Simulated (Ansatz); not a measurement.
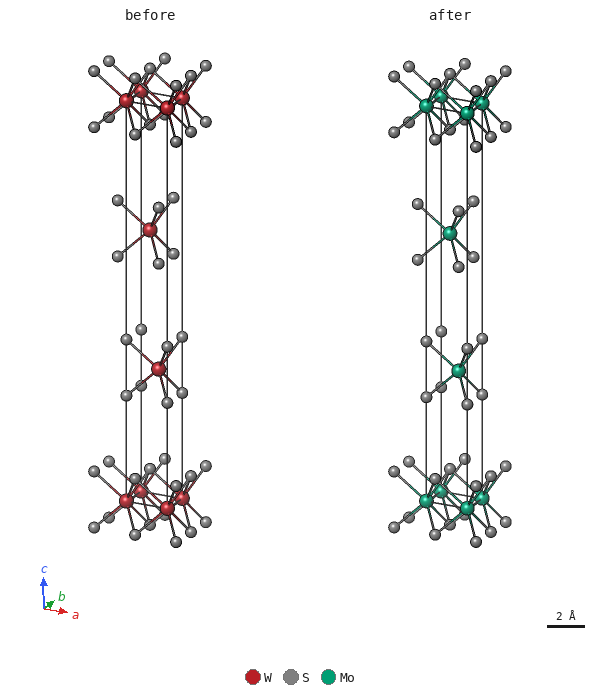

Left: a crystal of WS2 (set up in R3m). Right: the same structure after one change, at the same scale. Style: ball-and-stick. Shown: the conventional cell (3 times the calculation's cell), slightly off an axis. Lengths and directions refer to the drawn axes.

Theory: DFT PBE, scalar-relativistic, plane waves, PAW (Ansatz). Set-up: plane-wave cutoff 420 eV; k-point mesh 12 × 12 × 12; occupations gaussian; smearing width 0.02 eV; no spin polarisation.

### What distinguishes the right structure from the left one?

Every tungsten atom is replaced by molybdenum, which gives MoS2. Cell and atoms are relaxed again (to zero pressure within 0.1 GPa, forces under 0.01 eV/Å).

### How do the computed properties respond?

The volume per atom goes from 21.93 to 21.60 Å³. The gap on the k-mesh goes from 1.64 to 1.44 eV. Cell: a = b 3.188 → 3.185 Å (−0.1 %), c 22.423 → 22.130 Å (−1.3 %). Volume −1.5 %. The space group stays R3m (No. 160).
